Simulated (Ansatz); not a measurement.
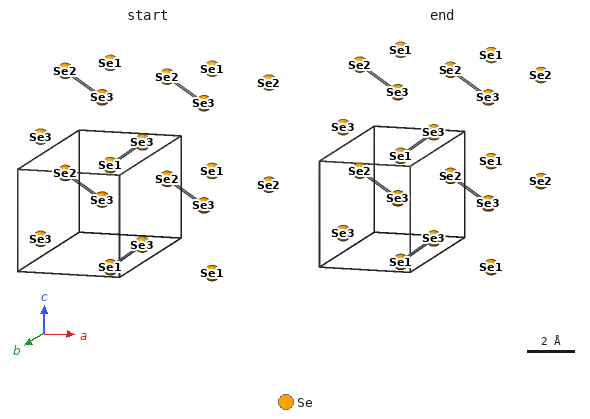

The structure of a crystal of Se (set up in P3_121) before (left) and after (right) a relaxation, at one scale.

Style: ball-and-stick. Shown: the cell of the calculation, repeated 2 × 1 × 2 with one cell outlined, from a free direction.

The run lets cell and atoms move.

Theory: Kohn-Sham DFT of a periodic cell, PBEsol with D3(BJ), Ansatz PAW (Ansatz 0.2.0).

Input
```yaml
crystal:
  lattice:
    - [4.3662, 0.0, 0.0]
    - [-2.1831, 3.781240118, 0.0]
    - [0.0, 0.0, 4.9536]
  atoms:
    - { symbol: Se, position: [0.7746, 0.7746, 0.0] }
    - { symbol: Se, position: [0.0, 0.2254, 0.6666666667] }
    - { symbol: Se, position: [0.2254, 0.0, 0.3333333333] }
hamiltonian:
  xc: pbesol
  pseudopotentials: { kind: paw }
  dispersion: d3bj
kpoints:
  mp_grid: { grid: [7, 7, 6] }
scf:
  occupations: { method: fermi_dirac, width: 0.05 }
output:
  forces: true
  stress: true
relax:
  f_tol: 0.01
  max_steps: 40
  cell: { stress_tol: 0.05 }
```

Launched with:
```bash
ansatz run input.yaml --threads 2 --pin off --max-ram 5632MiB --backend cpu --events-out ev --progress --plain --runs-dir out
```

> Describe what moved and what it gained.

After 5 accepted moves (7 points after the start) the energy has fallen by 71.6 meV per atom. The largest force component goes from 0.28 to under 0.0001 eV/Å. The pressure goes from −1.46 to −0.02 GPa. The line search rejected the trial step at point 4 of the run. The SCF was repeated once at an unchanged geometry on a basis and grid sized afresh for the cell, which shifted the energy by 0.4 meV per atom at most. The largest moves relative to the cell, 0.14 Å, are those of Se1, Se2 and Se3. Se1 goes along [−1 −1 0]. The drawn cell changes as follows: a = b 4.366 → 3.884 Å (−11.0 %), c 4.954 → 5.142 Å (+3.8 %); the volume changes by −17.9 %. Some distances before and after: Se1–Se2 3.436 → 3.048 Å, Se1–Se2 (another image) 2.373 → 2.454 Å. The space group stays P3_121 (No. 152). Cost: 53 s on 2 threads of Intel(R) Xeon(R) Processor @ 2.50GHz (Skylake/Cascade Lake), with other jobs on the host, peak memory 0.4 GiB.
